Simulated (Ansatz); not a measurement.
**PbF2: density, localisation and related maps**

Input

```
crystal:
  lattice:
    - [0.0, 2.9604591747, 2.9604591747]
    - [2.9604591747, 0.0, 2.9604591747]
    - [2.9604591747, 2.9604591747, 0.0]
  atoms:
    - { symbol: Pb, position: [-0.0337785438, 0.0337785438, 0.0337785438] }
    - { symbol: F, position: [0.25, 0.25, 0.25] }
    - { symbol: F, position: [0.75, 0.75, 0.75] }
basis:
  ecutwfc: 500
  ecutrho_ratio: 4
kpoints:
  mp_grid: { grid: [8, 8, 8] }
hamiltonian:
  xc: r2scan
scf:
  occupations: { method: gaussian, width: 0.05 }
output:
  forces: true
  stress: true
  eigenvalues: true
  write_density: true
  write_potential: true
  elf: true
  volumetric_format: npy
```

Run with:

```sh
ansatz run input.yaml --threads 4 --pin off --max-ram 7168MiB --backend cpu --events-out ev --progress --plain --runs-dir out
```

Below, planes, directions and counts refer to the conventional cell (a = 4.19 Å, b = 4.19 Å, c = 5.92 Å, α = 90.00°, β = 90.00°, γ = 90.00°).

Space group I4mm; started from the fluorite prototype; changed on purpose from its base cell (atom 1 (Pb) moved 0.2 A along x); not relaxed (largest force 0.3 eV/Å).

Level of theory: Ansatz 0.2.0, DFT r2SCAN, scalar-relativistic, plane waves, PAW.

The density is the valence pseudo-density of a PAW calculation; it isn't the true density close to the nuclei.

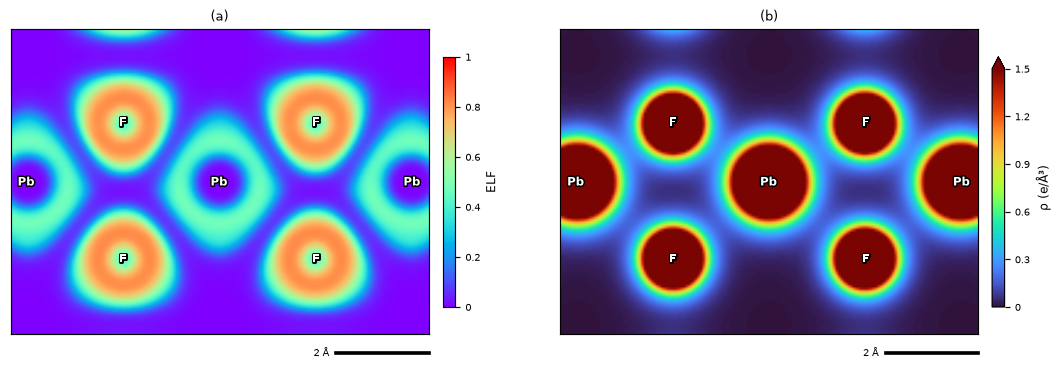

Figure 1. (a) ELF; (b) valence charge density (pseudo) on the (100) plane of the conventional cell.

What does the map show?

The section cuts through Pb and F sites. Pb–F (2.45 Å): ρ is about 0.31 e/Å³ halfway; the ELF is about 0.15 at the midpoint (no shared electron pair shows on this line). Between the atoms the lowest density in this plane is 0.004 e/Å³. The ELF also peaks beside F, away from the bonds: lone-pair regions.

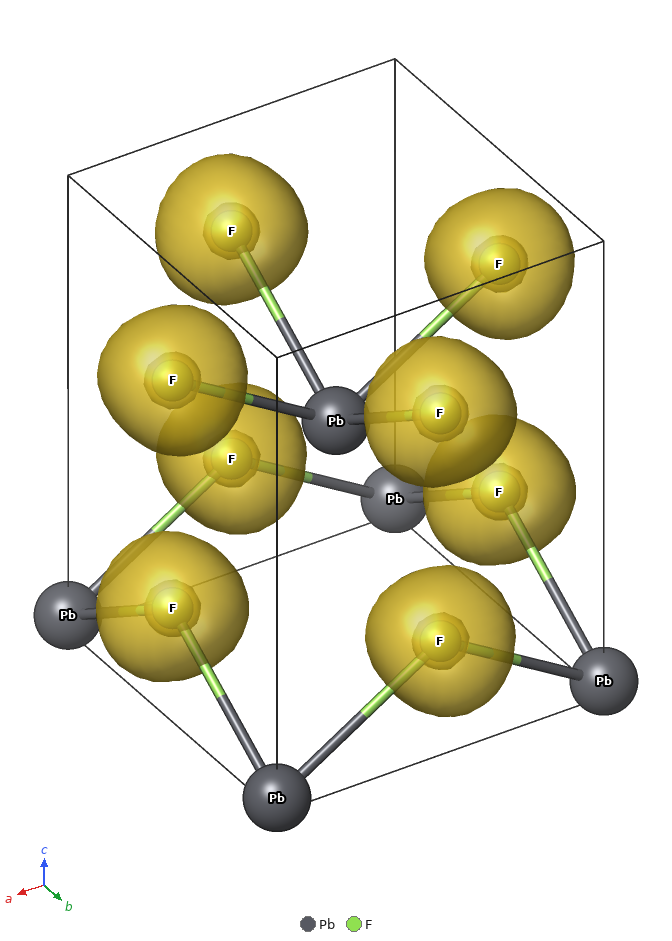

Figure 2. Isosurface of the ELF at 0.7 (yellow), seen at an oblique angle. Core shells and regions of very low density are left out. Sticks mark near contacts.

Where are the electrons localised?

The ELF exceeds this value in four regions wrapped around F (the valence shell of each), counted in one cell of 6 atoms. Any copies at cell faces, edges or corners count once.

Metal or insulator at this level of theory?

It is gapped, with a Kohn–Sham gap of 4.9 eV on the k-point mesh, an upper bound to the gap of this method.
